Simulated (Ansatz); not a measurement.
## Single-point calculation of Si$_{8}$N (part 1 of 2)

The run: single-point calculation of Si$_{8}$N (slab, 18 atoms in the cell). Method and program: DFT PBE, scalar-relativistic, plane waves, PAW, PAW set soft_1, no spin polarisation (Ansatz 0.2.0).

The structure derives from a Materials Project entry. Figures and captions count atoms from 1; the log counts them from 0 in places.

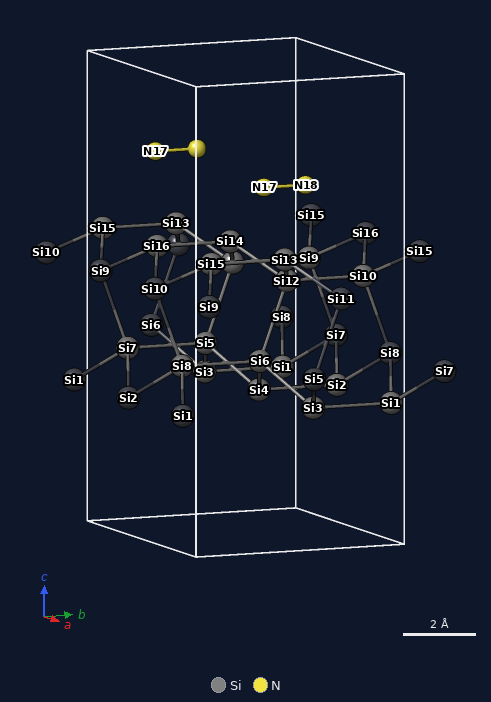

**Figure 1.** The structure as given in the input (ball-and-stick view of the cell of the calculation, with the vacuum cut short, seen slightly off an axis; neighbours outside the cell are drawn fainter; atoms are numbered from 1 in the order of the input). An atom can appear more than once, as a periodic image.

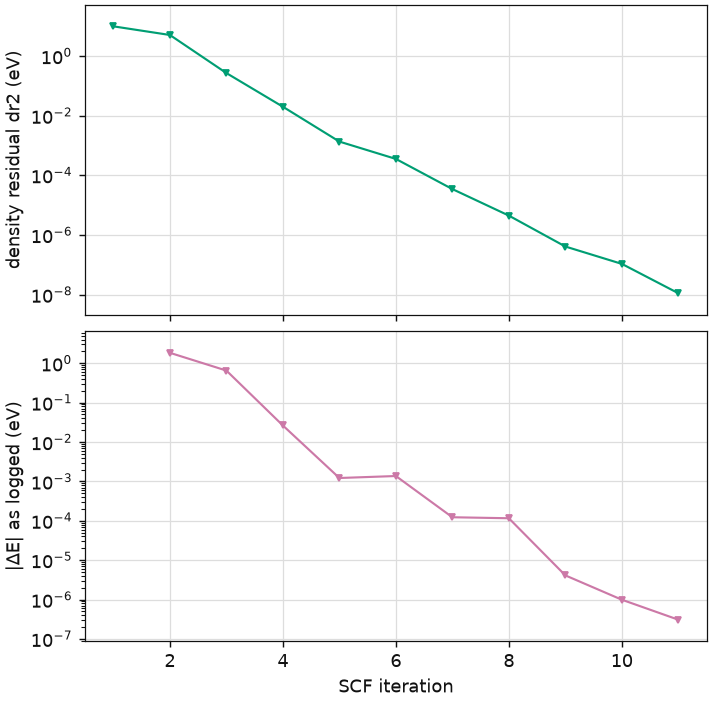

**Figure 2.** Convergence of the self-consistent field: density residual dr2 and size of the energy change against the SCF iteration. The residual falls at every step.

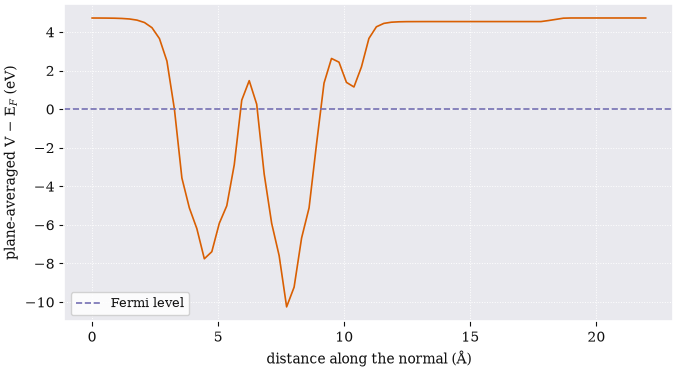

**Figure 3.** Plane average of the electrostatic potential energy of an electron across the cell, from the Fermi level. The vacuum level lies 4.54 eV above the Fermi level on the upper side and 4.73 eV on the lower.

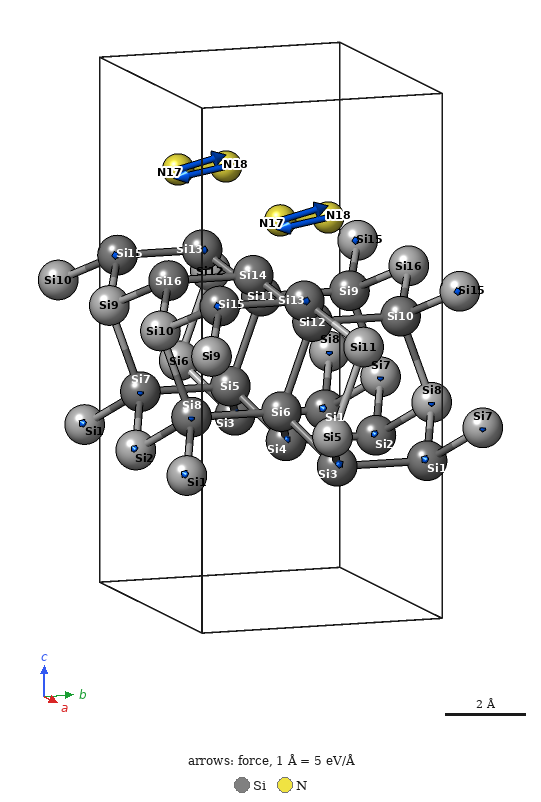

**Figure 4.** Forces on the atoms as blue arrows (ball-and-stick view of the cell of the calculation, with the vacuum cut short, seen slightly off an axis; neighbours outside the cell are drawn fainter; atoms are numbered from 1 in the order of the input); the smallest are left out. The largest act on N18 (7.10 eV/Å); N17 (6.63 eV/Å). The geometry is not a stationary point of this energy.

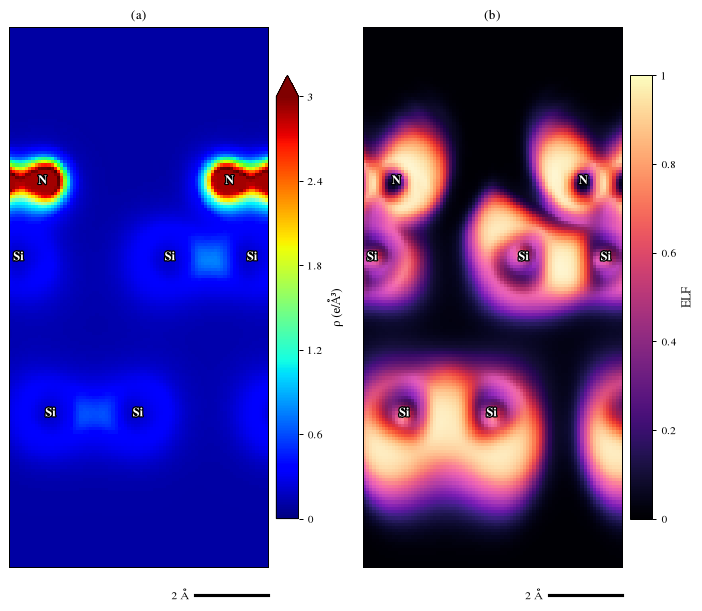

**Figure 5.** (a) valence charge density (pseudo); (b) electron localisation function on the (100) plane of the calculation cell, a cut from vacuum to vacuum. The density dies away to nearly zero in the vacuum. In a PAW calculation such maps are meaningful between the atoms, not at the nuclei.

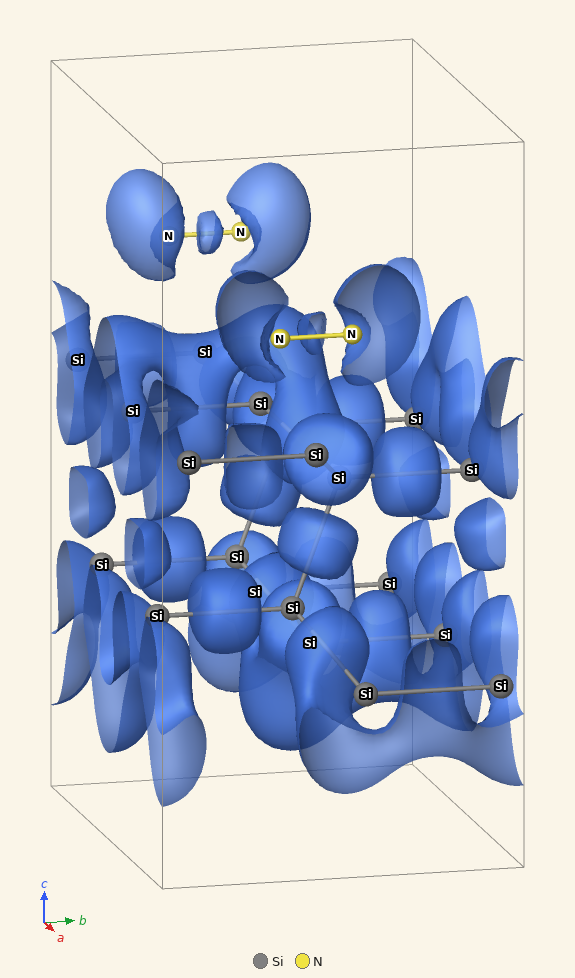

**Figure 6.** Isosurface of the electron localisation function at 0.75 (blue), seen slightly off an axis. Only the valence region is drawn (cores and ρ < 0.01 e/Å³ removed). Sticks mark near contacts. Profiles from the grid: N–N (1.27 Å): the ELF peaks at about 0.85 between the atoms (inside overlapping PAW spheres, so only a guide); a multiple bond by its length, whose ELF region spreads away from the axis.

The input and output of the run follow.

## The input
```yaml
crystal:
  lattice:
    - [7.7021642883, 0.0, 0.0]
    - [0.0, 6.3646813592, 0.0]
    - [0.0, 0.0, 22.252543418]
  atoms:
    - { symbol: Si, position: [0.0, 0.9370679227, 0.179754733] }
    - { symbol: Si, position: [0.5, 0.9370679227, 0.179754733] }
    - { symbol: Si, position: [0.0, 0.5629320773, 0.179754733] }
    - { symbol: Si, position: [0.5, 0.5629320773, 0.179754733] }
    - { symbol: Si, position: [0.25, 0.4370679227, 0.2297135909] }
    - { symbol: Si, position: [0.75, 0.4370679227, 0.2297135909] }
    - { symbol: Si, position: [0.25, 0.0629320773, 0.2297135909] }
    - { symbol: Si, position: [0.75, 0.0629320773, 0.2297135909] }
    - { symbol: Si, position: [0.25, 0.9333044641, 0.3302593493] }
    - { symbol: Si, position: [0.75, 0.9333044641, 0.3302593493] }
    - { symbol: Si, position: [0.25, 0.5666955359, 0.3302593493] }
    - { symbol: Si, position: [0.75, 0.5666955359, 0.3302593493] }
    - { symbol: Si, position: [0.0, 0.4259907503, 0.3708584346] }
    - { symbol: Si, position: [0.5, 0.4259907503, 0.3708584346] }
    - { symbol: Si, position: [0.0, 0.0740092497, 0.3708584346] }
    - { symbol: Si, position: [0.5, 0.0740092497, 0.3708584346] }
    - { symbol: "N", position: [0.0, 0.3262999781, 0.4643308957] }
    - { symbol: "N", position: [0.0, 0.5256815226, 0.4643308957] }
basis:
  ecutwfc: 420
kpoints:
  mp_grid: { grid: [4, 4, 1] }
hamiltonian:
  xc: pbe
  pseudopotentials: { kind: paw, azcp: { folder: soft_1 } }
scf:
  occupations: { method: gaussian, width: 0.05 }
output:
  forces: true
  eigenvalues: true
  write_density: true
  write_potential: true
  elf: true
  volumetric_format: npy
efield:
  axis: 3
  dipole_correction: true
  ramp_width: 0.04
```

Launched with:
```bash
ansatz run input.yaml --threads 1 --pin off --max-ram 3072MiB --backend cpu --events-out ev --progress --plain --runs-dir out
```

## The program's output
```
Engine: ansatz 0.2.0, aarch64-unknown-linux-gnu
Pseudopotentials: kind: paw
Pseudopotential: Si, paw, valence charge 4, recommended cutoff 420 eV (normal), [file]
Pseudopotential: N, paw, valence charge 5, recommended cutoff 420 eV (normal), [file]
Functional definition: PBE
  parameter kappa = 0.804
  parameter beta = 0.06672455060314922
  exchange = pbe_x(kappa = kappa, mu = beta*pi^2/3)
  correlation = pbe_c(beta = beta)
Crystal: 18 atoms, lattice volume = 1090.860 Å³
Basis set: ecut = 420 eV, 21327 PW (Γ), exchange–correlation on 108×90×300 points (8 copies of the dense FFT grid, shifted against one another)
Bands: 55, of which v1, the nominal top of the filled ones, is band 37 counted from 1 (36 counted from 0)
Symmetry: 2 space group operations
Space group: Pm (ITA 6), of the structure as read, at distance tolerance 1.0e-4 Å
k-points: 9 of 16 (time reversal used)
Non-local potential: Si, projectors of the file, l = 0: 2, l = 1: 2, l = 2: 1
Non-local potential: N, projectors of the file, l = 0: 2, l = 1: 2, l = 2: 1
PAW form: soft (Blöchl's): semilocal exchange-correlation on the pseudo side does not see the compensation charge
PAW one-centre angular grid: Si, 110 points (default); XC on 64 Gauss nodes
PAW one-centre angular grid: N, 110 points (default); XC on 64 Gauss nodes
Initial density: superposition of atomic densities (neutral atoms: chi_scale 0, normalization atom)
Initial wavefunctions: pseudopotential atomic-orbital guess
Functional: x = pbe(κ = 0.804, μ = 0.2195149727645171), c = pbe(β = 0.06672455060314922)
```
